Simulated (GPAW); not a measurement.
# Optical response of CdSe (Cadmoselite)

Aim: the dielectric function of CdSe (Cadmoselite), and the optical constants that follow from it. The cell comes from an older database entry, whose edges can differ from later determinations, mostly by under a per cent.

Program: GPAW 26.7.0. Level of theory: DFT, PBE, plane-wave PAW (GPAW data sets), scalar-relativistic, RPA, optical limit. Results are calculated unless marked as measured.

The database entry behind the starting cell differs from later determinations by our own check (inner coordinate of an old entry), so it need not match the best structure at ambient conditions.

**1. Set-up**

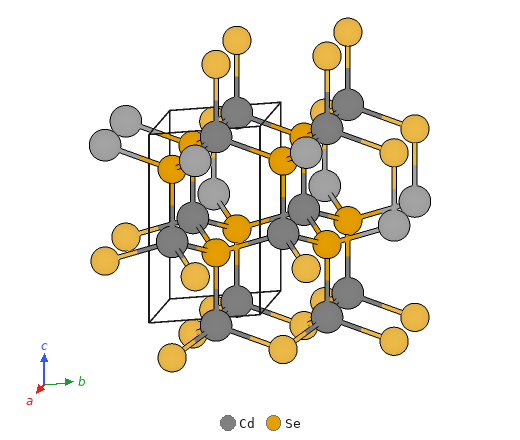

The starting structure, seen slightly off an axis (cadmium grey, selenium orange). 2×2×1 cells are drawn. Some periodic images of atoms are drawn too.

Structure file:

```cif
data_structure
_symmetry_space_group_name_H-M 'P 1'
_symmetry_Int_Tables_number 1
_cell_length_a 4.3000
_cell_length_b 4.3000
_cell_length_c 7.0200
_cell_angle_alpha 90.000
_cell_angle_beta 90.000
_cell_angle_gamma 120.000
_cell_volume 112.41
loop_
_atom_site_label
_atom_site_type_symbol
_atom_site_fract_x
_atom_site_fract_y
_atom_site_fract_z
_atom_site_occupancy
Cd1 Cd 0.66667 0.33333 0.50000 1
Cd2 Cd 0.33333 0.66667 0.00000 1
Se3 Se 0.66667 0.33333 0.88500 1
Se4 Se 0.33333 0.66667 0.38500 1
```

**2. Ground state**

The self-consistent density comes first; it also tells whether there is a gap, which decides the occupations and the need for a Drude term.

This step: DFT, PBE, plane-wave PAW (GPAW data sets), scalar-relativistic, ground state (GPAW 26.7.0).

File gs.py:

```python
from ase import Atoms
from ase.dft.bandgap import bandgap
from gpaw import GPAW, PW, FermiDirac

atoms = Atoms(['Cd', 'Cd', 'Se', 'Se'],
              cell=[[4.300000000016, 0.000000000000, 0.000000000000],
                    [-2.150000000008, 3.723909236286, 0.000000000000],
                    [0.000000000000, 0.000000000000, 7.020000000000]],
              scaled_positions=[[0.666666666667, 0.333333333333, 0.500000000000],
                                [0.333333333333, 0.666666666667, 0.000000000000],
                                [0.666666666667, 0.333333333333, 0.885000000000],
                                [0.333333333333, 0.666666666667, 0.385000000000]],
              pbc=[True, True, True])
atoms.calc = GPAW(mode=PW(500), xc='PBE', kpts={'size': (6, 6, 3), 'gamma': True},
                  occupations=FermiDirac(0.05), maxiter=150, txt='gs.txt')
print('energy (eV)', atoms.get_potential_energy())
print('Fermi level (eV)', atoms.calc.get_fermi_level())
print('valence electrons', atoms.calc.get_number_of_electrons())
print('gap (eV)', bandgap(atoms.calc, output=None)[0])
print('direct gap (eV)', bandgap(atoms.calc, direct=True, output=None)[0])
atoms.calc.write('gs.gpw')
```

On the command line:

```
$ OMP_NUM_THREADS=1 python gs.py
```

Numbers of over 12 decimals in the logs are rounded to 6 here.

The log of the run:

```text
__  _  _
 | _ |_)|_||  |
 |__||  | ||/\| - 26.7.0

Versions:
  Python: 3.12.14
  ASE:    3.29.0
  Numpy:  2.5.5
  Scipy:  1.18.1
  Libxc:  7.0.0

Input parameters:
  mode=PW(ecut=500.0),
  kpts=MonkhorstPack(size=(6, 6, 3), gamma=True),
  maxiter=150,
  occupations=Occupations(name='fermi-dirac', width=0.05, fixmagmom=False),
  xc=XC(name='PBE')

Diagonalizing LCAO Hamiltonian
Converting LCAO to pw mode

            Se

        Se  Cd

        Cd

Atoms  # Å, Bohr magnetons
|   | symbol |         x |        y |        z |    initial magnetic moments |
| 0 |     Cd |  2.150000 | 1.241303 | 3.510000 | ( 0.0000,  0.0000,  0.0000) |
| 1 |     Cd | -0.000000 | 2.482606 | 0.000000 | ( 0.0000,  0.0000,  0.0000) |
| 2 |     Se |  2.150000 | 1.241303 | 6.212700 | ( 0.0000,  0.0000,  0.0000) |
| 3 |     Se | -0.000000 | 2.482606 | 2.702700 | ( 0.0000,  0.0000,  0.0000) |

Unit cell  # Å
| periodic |         x |        y |        z |  lengths |     angles |
|      yes |  4.300000 | 0.000000 | 0.000000 | 4.300000 |  90.000000 |
|      yes | -2.150000 | 3.723909 | 0.000000 | 4.300000 |  90.000000 |
|      yes |  0.000000 | 0.000000 | 7.020000 | 7.020000 | 120.000000 |

Number of symmetries: 6
Symmetry operations  # r_c * U_cc + t_c -> r_c
|   | kind |            matrix            |
| 0 |  σ   |  1, 1, 0,  0,-1, 0,  0, 0, 1 |
| 1 |  E   |  1, 0, 0,  0, 1, 0,  0, 0, 1 |
| 2 |  C3  |  0, 1, 0, -1,-1, 0,  0, 0, 1 |
| 3 |  σ   |  0,-1, 0, -1, 0, 0,  0, 0, 1 |
| 4 |  σ   | -1, 0, 0,  1, 1, 0,  0, 0, 1 |
| 5 |  C3  | -1,-1, 0,  1, 0, 0,  0, 0, 1 |

BZ-sampling:
  Number of BZ points: 108
  Number of IBZ points: 17

  Monkhorst-Pack size: [6, 6, 3]
  Monkhorst-Pack shift: [0.083333, 0.083333, 0.0]

K-points  # in reciprocal-cell coordinates
|     |                                coordinates |     weight |
|   0 | (  0.00000000,   0.00000000,   0.00000000) | 0.00925926 |
|   1 | (  0.00000000,   0.00000000,   0.33333333) | 0.01851852 |
|   2 | (  0.16666667,   0.00000000,  -0.33333333) | 0.05555556 |
|   3 | (  0.16666667,   0.00000000,   0.00000000) | 0.05555556 |
|   4 | (  0.16666667,   0.00000000,   0.33333333) | 0.05555556 |
|   5 | (  0.33333333,  -0.16666667,   0.00000000) | 0.05555556 |
|   6 | (  0.33333333,  -0.16666667,   0.33333333) | 0.11111111 |
|   7 | (  0.33333333,   0.00000000,  -0.33333333) | 0.05555556 |
|   8 | (  0.33333333,   0.00000000,   0.00000000) | 0.05555556 |
|   9 | (  0.33333333,   0.00000000,   0.33333333) | 0.05555556 |
| ... |                                            |            |
|  16 | (  0.50000000,   0.50000000,   0.33333333) | 0.05555556 |

Plane wave coefficients: 2882
Cutoff: 500.0 eV

Spin-components: 1 (collinear spins)
Bands:           26
Projectors:      22
Spin-degeneracy: 2
Datatype:        complex128

Parallelization:
  kpt:    1
  domain: 1
  band:   1

Density:
  Valence electrons: 36.0
  Components: 1
  Grid points: [24 24 40]
  Charge: 0.0  # |e|

Potential:
  Grid points: [24 24 40]

species:
  Cd:
    name:    Cadmium
    id:
    Z:       48.0
    valence: 12
    core:    36
    charge:  0.0  # [|e|]
    compensation charges:
      type: gauss
      rc: 0.38  # [Å]
      lmax: 2
    cutoffs:
      filter: 2.12  # [Å]
      core: 2.62  # [Å]
    projectors
    | kind |    occ | energy [eV] | rcut [Å] |
    |   5s |  2.000 |      -5.655 |    1.191 |
    |   5p |  0.000 |      -1.186 |    1.228 |
    |   4d | 10.000 |     -11.739 |    1.164 |
    |    s |        |      21.556 |    1.191 |
    |    p |        |      26.026 |    1.228 |
    |    d |        |      15.473 |    1.164 |

    Using partial waves for Cd as LCAO basis

  Se:
    name:    Selenium
    id:
    Z:       34.0
    valence: 6
    core:    28
    charge:  0.0  # [|e|]
    compensation charges:
      type: gauss
      rc: 0.27  # [Å]
      lmax: 2
    cutoffs:
      filter: 1.77  # [Å]
      core: 2.67  # [Å]
    projectors
    | kind |    occ | energy [eV] | rcut [Å] |
    |   4s |  2.000 |     -17.277 |    0.847 |
    |   4p |  4.000 |      -6.512 |    1.005 |
    |    s |        |       9.935 |    0.847 |
    |    p |        |      20.699 |    1.005 |
    |    d |        |       0.000 |    0.847 |

    Using partial waves for Se as LCAO basis

Reference energy: -436553.300934  # eV

eigensolver:
  PPCG
  Converge bands: occupied
  niter=2

density mixing:
  MSR1-Mixer
  Pratt-step length: 0.05
  Maximum mixing coefficient: 0.75
  Old densities: 10
  SVD Regularization: 0.005
  Good broyden scale: 1.0
  Trust region scale: 1.0
  Backstep threshold: 4.0
  History deletion threshold: 6.0
  Fourier metric: weight=20.0, sigma=0.015

occupation numbers:
  Fermi-Dirac:
    width: 0.0500  # eV

poisson solver:
  ecut: 4000.0  # eV

xc functional:
  name: PBE with 2 nearest neighbor stencil

convergence criteria:
- Maximum [total energy] change in last 3 cyles: 0.0005 eV / valence electron
- Maximum integral of absolute [dens]ity change: 0.0001 electrons / valence electron
- Maximum integral of absolute [eigenst]ate change: 4e-08 eV^2 / valence electron
maximum number of iterations: 150

SCF iterations
|iter     |      energy | eigst |  dens |
|iter:   1||  -11.993493 | -0.61 |       |
|iter:   2||  -11.841895 | -2.48 | -1.17 |
|iter:   3||  -11.294007 | -1.35 | -1.22 |
|iter:   4||  -11.290591 | -3.15 | -1.78 |
|iter:   5||  -11.289799c| -3.59 | -2.23 |
|iter:   6||  -11.289892c| -4.97 | -2.85 |
|iter:   7||  -11.289900c| -6.31 | -3.50 |
|iter:   8||  -11.289900c| -7.55c| -4.43c|

Converged in 8 steps
SCF loop duration: 16.111 s (2.014 s/step)
Energy contributions relative to reference atoms: (reference = -436553.300934)

Energy contributions:
  Kinetic:          41.244129
  Coulomb:         -37.092805
  Zero:              0.093567
  External:          0.000000
  Xc:              -15.534778
  Entropy:          -0.000025
  Spinorbit:         0.000000
  ----------------------------
  Free energy:     -11.289913
  Extrapolated:    -11.289900

dipole moment: (0.000006, 0.000010, -18.329480)  # |e|*Ang

Fermi level: 4.007
Eigenvalues  # (at kpt = [0.000, 0.000, 0.000])
| band index |      eig [eV] | occ [0-2] |
|          0 |        -8.965 |     2.000 |
|        ... |               |           |
|         10 |        -3.835 |     2.000 |
|         11 |        -3.553 |     2.000 |
|         12 |        -0.618 |     2.000 |
|         13 |         2.908 |     2.000 |
|         14 |         2.908 |     2.000 |
|         15 |         3.619 |     1.999 |
|         16 |         3.631 |     1.999 |
|         17 |         3.631 |     1.999 |
|         18 |         4.327 |     0.003 |
|         19 |         5.741 |     0.000 |
|         20 |         9.489 |     0.000 |
|         21 |         9.489 |     0.000 |
|         22 |         9.742 |     0.000 |
|         23 |        10.605 |     0.000 |
|         24 |        10.605 |     0.000 |
|         25 |        11.333 |     0.000 |

Gap: 0.696 eV
Transition (v -> c):
  (s=0, k=0, n=17, [0.00, 0.00, 0.00]) -> (s=0, k=0, n=18, [0.00, 0.00, 0.00])
No difference between direct/indirect transitions

--- standard output ---
energy (eV) -11.289900
Fermi level (eV) 4.007016
valence electrons 36.0
gap (eV) 0.695550
direct gap (eV) 0.695550
```

The job ended after 18 s (1 thread of Arm Neoverse V2, shared host; peak memory 0.18 GiB).

This step gave:

```
energy                 : -11.29 eV
Fermi energy           : 4.007 eV
gap on the k-mesh      : 0.6955 eV
direct gap on the mesh : 0.6955 eV
electrons              : 36
```

There is a gap, 0.70 eV on this mesh (points off the mesh can give less), so no carriers' term is needed.

**3. Bands for the response**

The response needs many more empty bands than the density does.

This step: DFT, PBE, plane-wave PAW (GPAW data sets), scalar-relativistic, bands at fixed density (GPAW 26.7.0).

File nscf.py:

```python
from ase.dft.bandgap import bandgap
from gpaw import GPAW, FermiDirac

calc = GPAW('gs.gpw').fixed_density(kpts={'size': (9, 9, 5), 'gamma': True}, nbands=77, convergence={'bands': 71},
                                    occupations=FermiDirac(0.001), txt='nscf.txt')
print('gap (eV)', bandgap(calc, output=None)[0])
print('direct gap (eV)', bandgap(calc, direct=True, output=None)[0])
print('top band over the Fermi level (eV)', min(calc.get_eigenvalues(kpt=k)[70] for k in range(len(calc.get_ibz_k_points()))) - calc.get_fermi_level())
calc.write('full.gpw', mode='all')
```

On the command line:

```
$ OMP_NUM_THREADS=1 python nscf.py
```

The log of the run:

```text
Diagonalizing LCAO Hamiltonian
Converting LCAO to pw mode
convergence criteria:
- Maximum integral of absolute [eigenst]ate change: 4e-08 eV^2 / valence electron
maximum number of iterations: 150

SCF iterations
|iter     |      energy | eigst |  dens |
|iter:   1||             | +3.63 |       |
|iter:   2||             | +2.39 |       |
|iter:   3||             | +1.43 |       |
|iter:   4||             | +0.58 |       |
|iter:   5||             | -0.06 |       |
|iter:   6||             | -0.58 |       |
|iter:   7||             | -1.10 |       |
|iter:   8||             | -1.53 |       |
|iter:   9||             | -1.99 |       |
|iter:  10||             | -2.40 |       |
|iter:  11||             | -2.84 |       |
|iter:  12||             | -3.27 |       |
|iter:  13||             | -3.76 |       |
|iter:  14||             | -4.24 |       |
|iter:  15||             | -4.76 |       |
|iter:  16||             | -5.25 |       |
|iter:  17||             | -5.75 |       |
|iter:  18||             | -6.23 |       |
|iter:  19||             | -6.70 |       |
|iter:  20||             | -7.14 |       |
|iter:  21||             | -7.48c|       |
SCF steps: 21
  __  _  _
 | _ |_)|_||  |
 |__||  | ||/\| - 26.7.0

Versions:
  Python: 3.12.14
  ASE:    3.29.0
  Numpy:  2.5.5
  Scipy:  1.18.1
  Libxc:  7.0.0

Input parameters:
  mode=PW(ecut=500.0),
  convergence={'bands': 71},
  gpts=array([24, 24, 40]),
  kpts=MonkhorstPack(size=(9, 9, 5), gamma=True),
  maxiter=150,
  nbands=77,
  occupations=Occupations(name='fermi-dirac', width=0.001, fixmagmom=False),
  parallel={},
  xc=XC(name='PBE')

--- standard output ---
gap (eV) 0.695550
direct gap (eV) 0.695550
top band over the Fermi level (eV) 30.287670
```

Elapsed: 5.8 min, on 1 thread; peak memory 0.38 GiB.

[end of part 1 of 2]

[Machine, clock and banner lines and Python warnings are left out of the logs.]

[Logs are printed without paths, hosts, clocks, repeated set-up lines and the standing remarks that a program may print on its own settings, such as how far it seeks lower states.]

[Hosts, paths, dates, database ids (printed as entryN), source tags and the programs' standing remarks are cut or masked in the printed files.]
